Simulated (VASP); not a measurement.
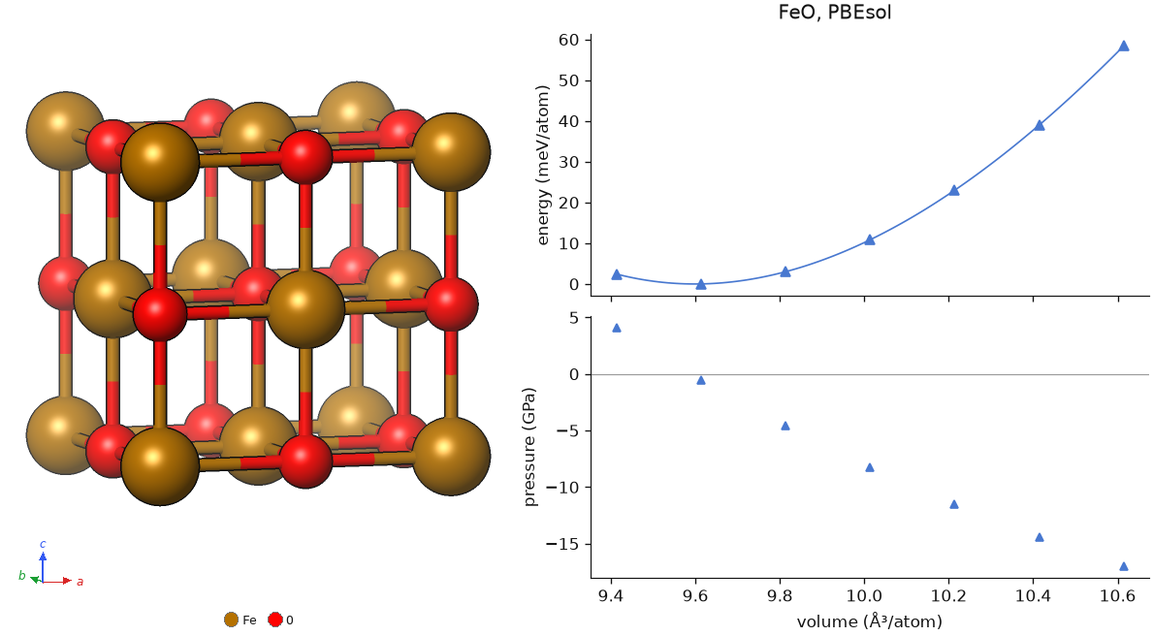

The plot gives the computed energy and pressure against volume for FeO, space group Fm-3m (No. 225). The conventional cell is drawn beside the plot.

The given structure:
```xyz
2
Lattice="0.0000 2.1554 2.1554 2.1554 0.0000 2.1554 2.1554 2.1554 0.0000" Properties=species:S:1:pos:R:3 pbc="T T T"
Fe    0.0000    0.0000    0.0000
O     2.1554    2.1554    2.1554
```

Method: plane-wave DFT, collinear spins; energies at scaled volumes of the given cell, shape and fractions fixed, counted from the fit's minimum, third-order Birch-Murnaghan fit (VASP 6.6.1). Level: PBEsol, collinear spin.

- k mesh: 11×11×11
- occupations: Fermi–Dirac
- smearing width: 0.05 eV
- potentials: VASP PAW PBE potentials, recommended
- wave cutoff: 520 eV

Question: How stiff is the solid, and where is its volume at rest?

Answer: A third-order Birch–Murnaghan fit gives V0 = 9.60 Å³/atom, B0 = 210 GPa and B′ = 4.5.

Question: What does the pressure do across the range?

Answer: It falls from 4.07 GPa at volume 9.41 Å³/atom to −16.97 GPa at 10.61 Å³/atom, and changes sign near 9.59 Å³/atom.
